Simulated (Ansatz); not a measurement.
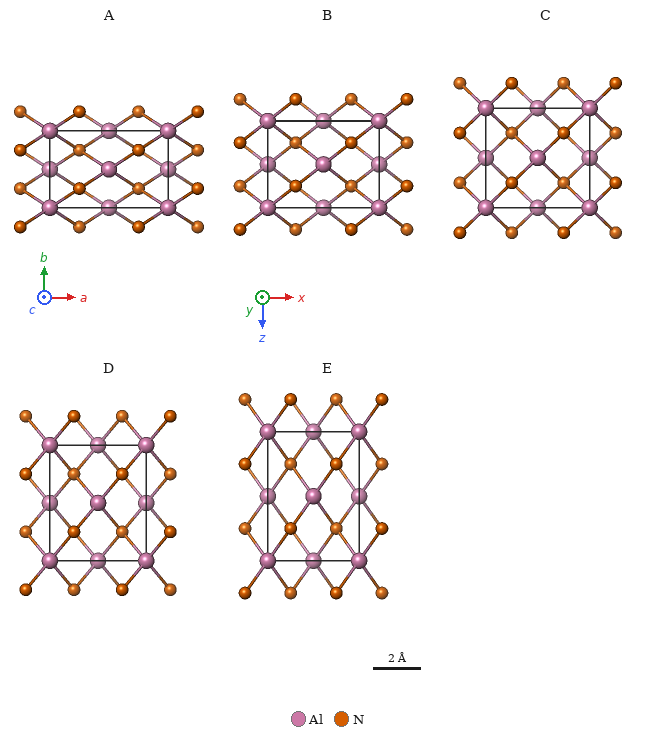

Frames of a one-coordinate scan of solid AlN (F-43m). x, y and z are the Cartesian axes of the input. A ball-and-stick model of the conventional cell (4 times the calculation's cell), seen along the c axis. Lengths and directions refer to the drawn axes.

These are results of DFT PBE, scalar-relativistic, plane waves, PAW (Ansatz), not measurements. Settings: plane-wave cutoff 420 eV; k-point mesh 10 × 10 × 10; occupations gaussian; smearing width 0.05 eV; no spin polarisation. Energies (free energies at the smearing named) are counted from the relaxed crystal.

### What is being scanned?

The ratio of the cell's length along z to its lengths across, counted as 1 for the reference, is changed at fixed volume (a tetragonal or Bain path), with the atoms kept at their fractional coordinates. In the frames the relative ratio is 0.65 (A), 0.78 (B), 0.96 (C), 1.20 (D), 1.414 (E). Their energies are 312 meV/atom, 114 meV/atom, 5 meV/atom, 140 meV/atom, 649 meV/atom.
